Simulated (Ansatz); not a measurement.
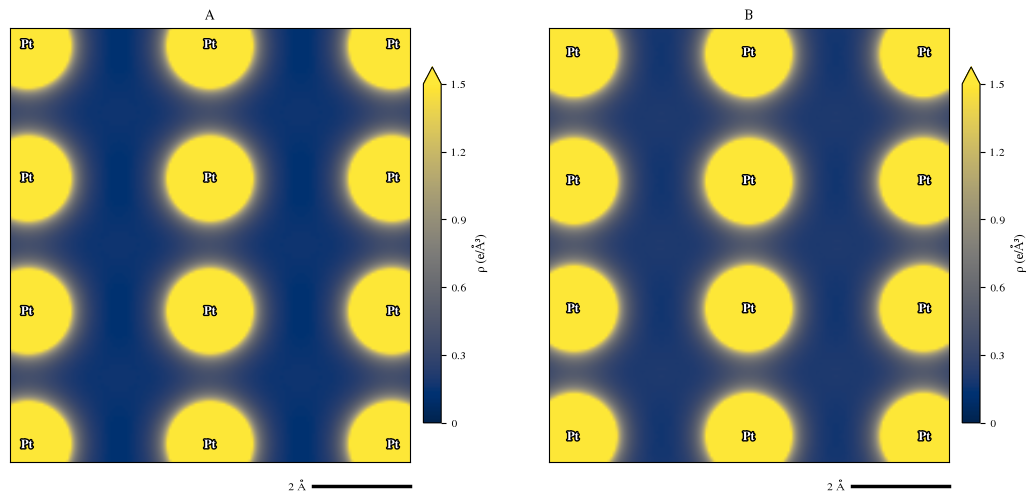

Pt. The valence pseudo-density of two cells that differ in size, on the (11̄0) plane of each (indices in the axes of the calculation cell), at one length scale and on one colour scale: A has 17.4 Å³ an atom and B 15.4.

Theory: DFT, PBE, plane waves (420 eV) with PAW, scalar-relativistic in Ansatz 0.2.0.

In a PAW calculation such maps are meaningful between the atoms, not at the nuclei.

What changes from the larger cell to the smaller?

From the larger cell to the smaller, Pt–Pt goes from 2.76 to 2.65 Å, and the density at its midpoint from 0.39 to 0.47 e/Å³; the pressure goes from −8 to 23 GPa.
